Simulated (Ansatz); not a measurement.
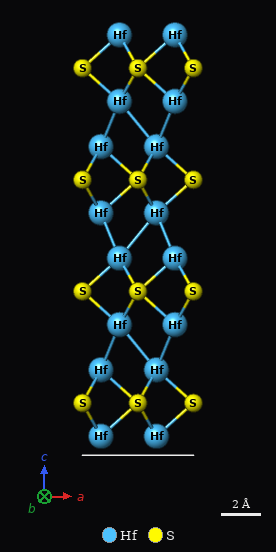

This is a (0 0 1) slab of Hf₂S as cut from the relaxed bulk. Style: ball-and-stick. Shown: the 2 × 2 repeat of the cell, outlined in the plane, without the vacuum, along the b axis.

Computed with Ansatz 0.2.0, DFT PBEsol, scalar-relativistic, plane waves, PAW. (plane-wave cutoff 420 eV; occupations gaussian; smearing width 0.1 eV; no spin polarisation) The k-mesh is chosen for each cell (12×12×3, 12×12×1).

Change: The atoms of the slab are relaxed at the bulk's in-plane cell.

Input
```yaml
crystal:
  lattice:
    - [3.346531025, 0.0, 0.0]
    - [-1.6732655125, 2.8981808822, 0.0]
    - [0.0, 0.0, 35.9633760191]
  atoms:
    - { symbol: Hf, position: [0.3333333333, 0.6666666667, 0.2085454935] }
    - { symbol: S, position: [0.0, 0.0, 0.256747618] }
    - { symbol: Hf, position: [0.3333333333, 0.6666666667, 0.3049497425] }
    - { symbol: Hf, position: [0.6666666667, 0.3333333333, 0.3707137482] }
    - { symbol: S, position: [0.0, 0.0, 0.4189158727] }
    - { symbol: Hf, position: [0.6666666667, 0.3333333333, 0.4671179972] }
    - { symbol: Hf, position: [0.3333333333, 0.6666666667, 0.5328820028] }
    - { symbol: S, position: [0.0, 0.0, 0.5810841273] }
    - { symbol: Hf, position: [0.3333333333, 0.6666666667, 0.6292862518] }
    - { symbol: Hf, position: [0.6666666667, 0.3333333333, 0.6950502575] }
    - { symbol: S, position: [0.0, 0.0, 0.743252382] }
    - { symbol: Hf, position: [0.6666666667, 0.3333333333, 0.7914545065] }
basis:
  ecutwfc: 420
kpoints:
  mp_grid: { grid: [12, 12, 1] }
hamiltonian:
  xc: pbesol
scf:
  occupations: { method: gaussian, width: 0.1 }
output:
  forces: true
  eigenvalues: true
  write_density: true
  write_potential: true
  elf: true
  volumetric_format: npy
relax:
  adjacent_minimum: "off"
  f_tol: 0.02
  max_steps: 60
efield:
  axis: 3
  dipole_correction: true
  ramp_width: 0.04
```

Command:
```bash
ansatz run input.yaml --threads 1 --pin off --max-ram 2560MiB --backend cpu --events-out ev --progress --plain --runs-dir out
```

Predict the response.

Answer. The surface energy (mean of the two faces) falls from 2.47 to 2.45 J/m². The top spacing, between the Hf and S planes, goes from 1.73 to 1.69 Å (−2.7 %), the bottom one (Hf to S) from 1.73 to 1.69 Å (−2.7 %). The lattice vectors keep their values. The largest moves relative to the layer's centre, 0.049 Å, are those of Hf1 and Hf12. Hf1 goes along the normal (+c). By element the largest moves are Hf 0.049 Å, S 0.001 Å. Some distances before and after: Hf–S 2.596 → 2.564 to 2.596 Å, Hf–Hf 3.054 → 3.055 to 3.065 Å.
